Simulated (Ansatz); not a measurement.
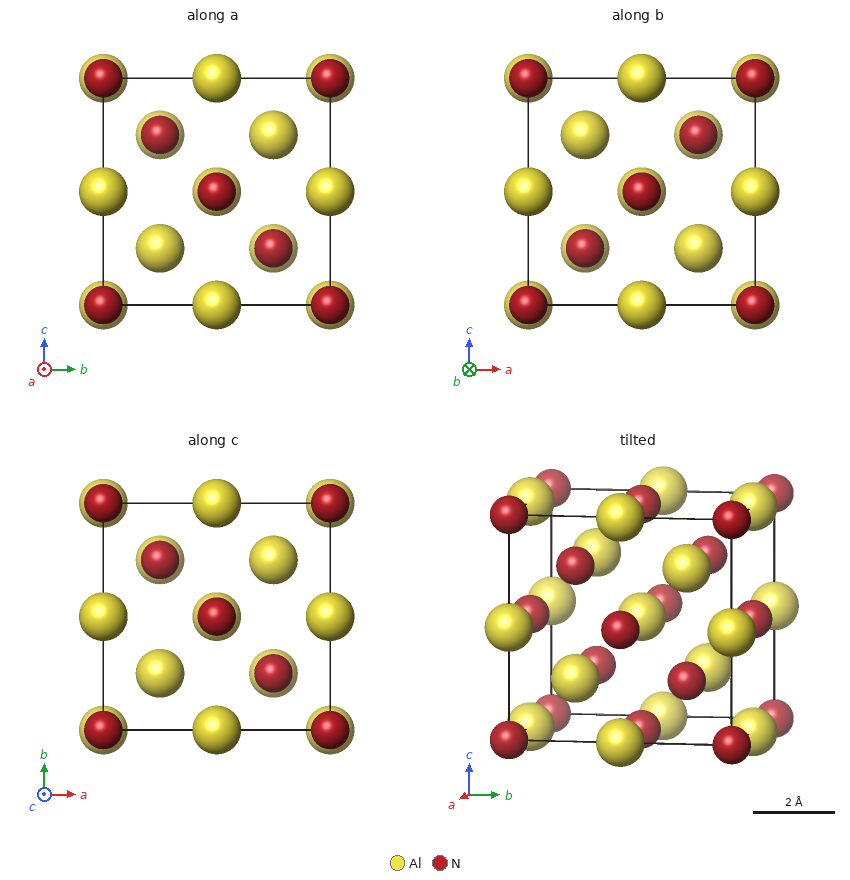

We look at a spheres-only model of the crystal along the a axis, along the b axis, along the c axis and slightly off an axis. The outline marks the conventional unit cell.

Lattice parameters: a = 5.6490 Å, b = 5.6490 Å, c = 5.6490 Å, α = 90.000°, β = 90.000°, γ = 90.000°.

Question: From the views, write a CIF with its space group and independent sites.

Answer:
```cif
data_structure
_symmetry_space_group_name_H-M 'F d -3 m :1'
_symmetry_Int_Tables_number 227
_cell_length_a 5.6490
_cell_length_b 5.6490
_cell_length_c 5.6490
_cell_angle_alpha 90.000
_cell_angle_beta 90.000
_cell_angle_gamma 90.000
_cell_volume 180.27
loop_
_atom_site_label
_atom_site_type_symbol
_atom_site_symmetry_multiplicity
_atom_site_Wyckoff_symbol
_atom_site_fract_x
_atom_site_fract_y
_atom_site_fract_z
_atom_site_occupancy
Al1 Al 8 b 0.2500 0.2500 0.7500 1
N1 N 8 a 0.0000 0.0000 0.0000 1
```

Provenance: a random cell made by a generator, so it need not be a real form of the compound. The final geometry of a relaxation with Ansatz, DFT PBE, scalar-relativistic, plane waves, PAW is shown.
